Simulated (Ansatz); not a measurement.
# Al: 6 runs along one coordinate

System: Al (1 atom in the cell).
Method: DFT, BLYP, plane waves (420 eV) with PAW, scalar-relativistic, no spin polarisation (Ansatz 0.2.0).

The 6 runs differ only in the geometry, by an even scaling of the cell at fixed fractional positions.

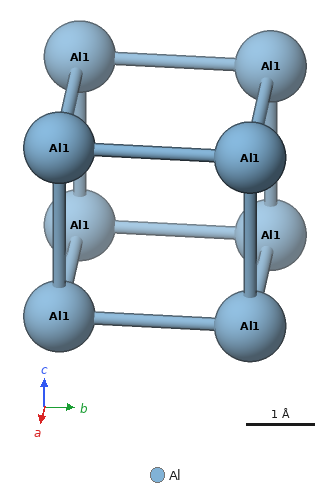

Figure 1. The structure of run 4 (ball-and-stick view of the cell of the calculation, seen at an oblique angle; atoms are numbered from 1 in the order of the input).

**Input of run 4**
```yaml
crystal:
  lattice:
    - [2.8247225769, 0.0, 0.0]
    - [0.0, 2.8247225769, 0.0]
    - [0.0, 0.0, 2.8247225769]
  atoms:
    - { symbol: Al, position: [0.0, 0.0, 0.0] }
hamiltonian:
  xc: blyp
  pseudopotentials:
    kind: paw
    azcp:
      Al: "pseudopotentials/Al.paw.azcp"
basis:
  ecutwfc: 420
  fft_grid_basis: typed
kpoints:
  mp_grid: { grid: [13, 13, 13], shift: [0, 0, 0] }
magnetization:
  spin_polarized: false
scf:
  occupations: { method: fermi_dirac, width: 0.1 }
  lower_state_search: "off"
output:
  stress: true
```

Lattice vectors (Å) and fractional positions of run 4:
```
   2.824723    0.000000    0.000000
   0.000000    2.824723    0.000000
   0.000000    0.000000    2.824723
Al  0.000000  0.000000  0.000000
```

Run 5 differs from it as follows:
```diff
-    - [2.8247225769, 0.0, 0.0]
-    - [0.0, 2.8247225769, 0.0]
-    - [0.0, 0.0, 2.8247225769]
+    - [2.8604823551, 0.0, 0.0]
+    - [0.0, 2.8604823551, 0.0]
+    - [0.0, 0.0, 2.8604823551]
```

**Results, with one run withheld**

| run | volume per atom (Å³) | free energy per atom, from the lowest run given (meV) | pressure (GPa) |
| --- | --- | --- | --- |
| 1 | 19.938 | 20.07 | 4.09 |
| 2 | 20.805 | 4.44 | 1.77 |
| 3 | 21.672 | 0.00 | −0.06 |
| 4 | 22.539 | 4.35 | −1.49 |
| 5 | 23.405 | ? | ? |
| 6 | 24.272 | 32.41 | −3.54 |

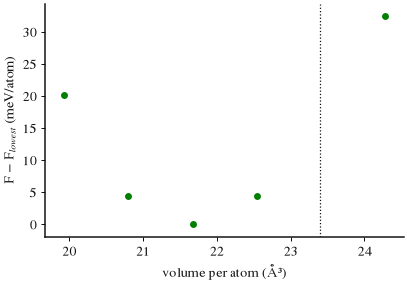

Figure 2. Free energy per atom of the runs given; the dotted line marks run 5.

Fit the runs given and predict run 5.

A cubic polynomial in V^(−2/3) (the Birch–Murnaghan form), fitted to the 5 runs given, misses them by at most 0.01 meV per atom. With x = V^(−2/3) − 0.12829 Å⁻², it reads F = 0.073383 − 354.4 x + 3.7177e+05 x² + 1.3458e+06 x³ (meV per atom). At run 5 it gives 15.64 meV per atom, and the run itself gives 15.63. The slope of the fit gives a pressure −dF/dV of −2.63 GPa there, and the run prints −2.63 GPa. The fit has its minimum at 21.642 Å³ per atom, where V d²F/dV² gives 40.8 GPa: the bulk modulus at this level, since symmetry fixes the shape and the positions.

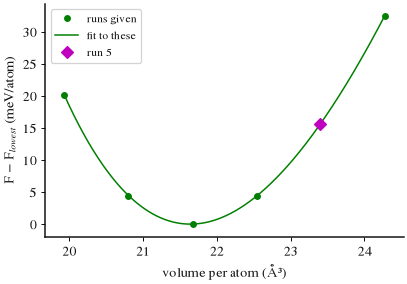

Figure 3. The fit and the withheld run.

**Output, shortened to warnings, some set-up lines, iterations and results (run 5)**
```
Basis set: ecut = 420 eV, 461 PW (Γ), exchange–correlation on 40×40×40 points (8 copies of the dense FFT grid, shifted against one another)
Symmetry: 48 space group operations
k-points: 84 of 2197
Initial density: superposition of atomic densities (neutral atoms: chi_scale 0, normalization atom), corrected by the library's trained network
[...]
SCF iter   1: F=—  HF=-540.316503 eV  |F-HF|=—  |Δ(HF+E_count)|=         —  Δρ=4.02e-3  dr2=6.14e-3  ethr=1.77e-3  ⟨swp⟩=4.9  Hψ=4630  notcnv=0
SCF iter   2: F=—  HF=-540.314765 eV  |F-HF|=—  |Δ(HF+E_count)|=   1.74e-3  Δρ=1.69e-3  dr2=1.07e-3  ethr=2.05e-4  ⟨swp⟩=1.0  Hψ=1176  notcnv=0
SCF iter   3: F=—  HF=-540.314427 eV  |F-HF|=—  |Δ(HF+E_count)|=   3.38e-4  Δρ=5.74e-5  dr2=8.76e-7  ethr=3.56e-5  ⟨swp⟩=2.0  Hψ=628  notcnv=0
SCF iter   4: F=—  HF=-540.314454 eV  |F-HF|=—  |Δ(HF+E_count)|=   2.71e-5  Δρ=7.96e-6  dr2=6.38e-9  ethr=2.92e-8  ⟨swp⟩=2.0  Hψ=637  notcnv=0
SCF iter   5: F=-540.314454 eV  HF=-540.314454 eV  |F-HF|=2.21e-10  |Δ(HF+E_count)|=   5.23e-8  Δρ=6.45e-7  dr2=5.13e-11  ethr=2.13e-10  ⟨swp⟩=2.0  Hψ=650  notcnv=0
SCF iter   6: F=-540.314454 eV  HF=-540.314454 eV  |F-HF|=1.14e-13  |Δ(HF+E_count)|=  2.65e-10  Δρ=2.35e-8  dr2=9.64e-14  ethr=1.71e-12  ⟨swp⟩=1.0  Hψ=1386  notcnv=0
SCF 1 converged in 6 iterations: F = -540.314454 eV  dr2 = 9.64e-14
SCF converged after 6 iterations
Free energy (F): -540.314454 eV
Harris-Foulkes:  -540.314454 eV  (|F-HF|=1.14e-13)
Internal energy: -540.292052 eV  (E = F + TS)
E sigma→0 (E₀):  -540.303253 eV
Entropy (-TS):   -0.022402 eV (-22.402 meV/atom)
Fermi energy:    4.836263 eV
--- Per-component energies (eV) ---
  E_band       = 4.194421
  E_kinetic    = 19.628112
  E_local      = 0.837622  (includes V_loc(G=0)·N_el)
  E_nonlocal   = 11.490081
  E_hartree    = 0.758627
  E_xc         = -37.009421
  E_vxc        = -25.335138  (∫ρ·V_xc dr)
  E_paw        = -471.735938  (= ΣΔE_a)
  E_vpaw       = -3.943505  (= ΣTr[D̂ρ^β])
  E_aug_tail   = -0.000003  (compensation charges beyond the density's cutoff)
  E_ewald      = -64.273198
  E_core_change = 0.012067  (= ΣΔE_core)
  E_smearing   = -0.022402  (= −TS)
  E_closure    = 0.000000  (closes the sum)
  Σ components = -540.314454   (vs F -540.314454, Δ=0.00e0)
--- Stress (GPa, compression-positive) ---
       -2.632025       0.000000       0.000000
        0.000000      -2.632025       0.000000
        0.000000       0.000000      -2.632025
  P = ⅓ Tr σ = -2.6320 GPa (-26.320 kbar)
```
